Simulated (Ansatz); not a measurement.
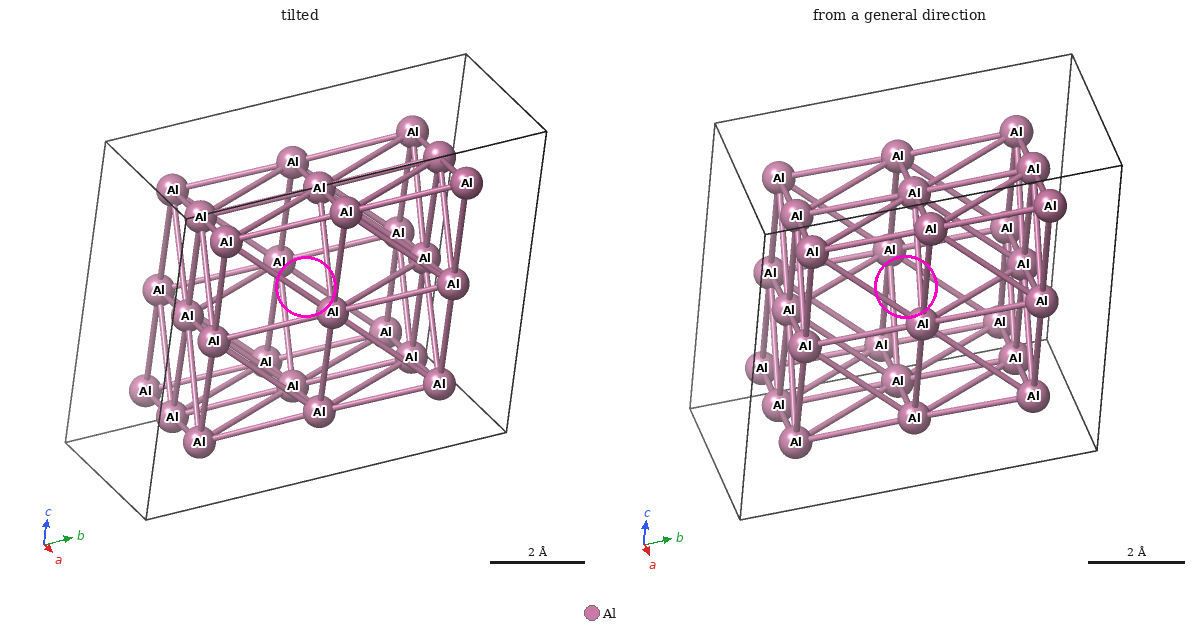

Shown here is a ball-and-stick view of the crystal, taken slightly off an axis and from a general direction. Thin lines show the supercell, with boundary atoms drawn in all their periodic places. The host is Al, in a cell of 27 sites, and the cell is neutral. A ring marks the defect's site.

> What defect is present?

An aluminium vacancy. Around the empty site lie twelve Al at about 2.8 Å.

The atoms were relaxed in the host's cell with DFT PBE, scalar-relativistic, plane waves, PAW (Ansatz 0.2.0).
